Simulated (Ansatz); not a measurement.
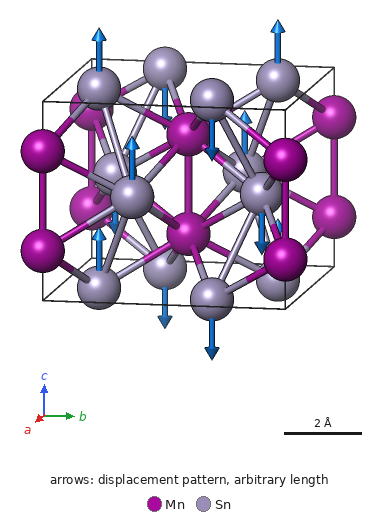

The lowest optical mode of crystalline MnSn2, space group I4/mcm (No. 140), at the zone centre. Displacements are drawn as blue arrows; their common scale and sign are arbitrary. The picture is a ball-and-stick view of the conventional cell (2 times the calculation's cell), seen slightly off an axis. Lengths and directions refer to the drawn axes.

Method: DFT PBEsol, scalar-relativistic, plane waves, PAW (Ansatz).

Input file:
```yaml
crystal:
  lattice:
    - [-3.2530275008, 3.2530275008, 2.6594351704]
    - [3.2530275008, -3.2530275008, 2.6594351704]
    - [3.2530275008, 3.2530275008, -2.6594351704]
  atoms:
    - { symbol: Mn, position: [0.75, 0.75, 0.0], spin: 2.44 }
    - { symbol: Mn, position: [0.25, 0.25, 0.0], spin: 2.44 }
    - { symbol: Sn, position: [0.1644806254, 0.6644806254, 0.8289612508] }
    - { symbol: Sn, position: [0.6644806254, 0.8355193746, 0.5] }
    - { symbol: Sn, position: [0.8355193746, 0.3355193746, 0.1710387492] }
    - { symbol: Sn, position: [0.3355193746, 0.1644806254, 0.5] }
basis:
  ecutwfc: 420
kpoints:
  mp_grid: { grid: [12, 12, 12] }
hamiltonian:
  xc: pbesol
scf:
  occupations: { method: gaussian, width: 0.15 }
output:
  eigenvalues: true
  populations: true
magnetization:
  spin_polarized: true
phonons:
  method: fd
  supercell: [1, 1, 1]
  amplitude: 0.02
  eigenvectors: true
  dielectric: false
```

Launched with:
```bash
ansatz run input.yaml --threads 2 --pin off --max-ram 5120MiB --backend cpu --events-out ev --progress --plain --runs-dir out
```

Is this crystal at a minimum with respect to the drawn distortion?

Answer. Yes: this softest mode has a real frequency, and so have all others here. That speaks for this wave vector alone: the rest of the zone wasn't checked in this run. This is the B₁u mode at 100 cm⁻¹, the lowest optical level, silent by symmetry (neither infrared- nor Raman-active). The Mn atoms stay at rest; all motion is along c; atoms of one kind move against one another, with no net shift of their sublattice.
